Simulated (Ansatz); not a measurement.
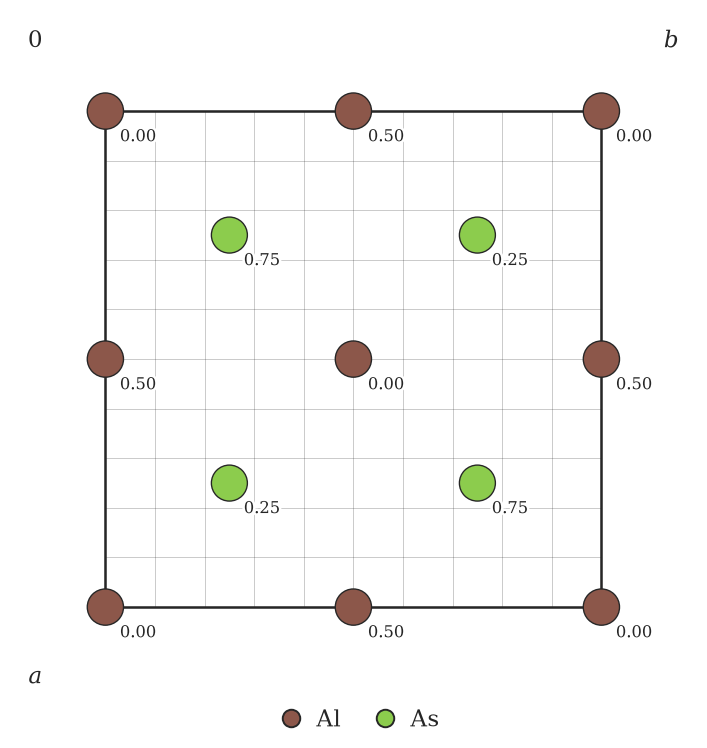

Plan of a unit cell projected along c (a down the page, b across); the numbers are heights as fractions of c, and atoms on the cell's edges are repeated. The grid marks tenths of a and b. Source: the geometry relaxed with DFT PBE0, scalar-relativistic, plane waves, PAW in Ansatz 0.2.0; the starting structure was generated, so it need not be a known form of this composition. All values are computed from the atomic coordinates in the standard setting (tolerance 0.002 Å).

a = 5.682 Å, b = 5.682 Å, c = 5.682 Å, α = 90.00°, β = 90.00°, γ = 90.00°.

Q: What does the cell contain?

A: 4 Al, 4 As: AlAs, Z = 4.

Q: Give the fractional coordinates of all atoms, to two places.

A:
```
atom     x     y     z
  Al  0.00  0.00  0.00
  As  0.25  0.25  0.75
  Al  0.00  0.50  0.50
  As  0.25  0.75  0.25
  Al  0.50  0.00  0.50
  As  0.75  0.25  0.25
  Al  0.50  0.50  0.00
  As  0.75  0.75  0.75
```
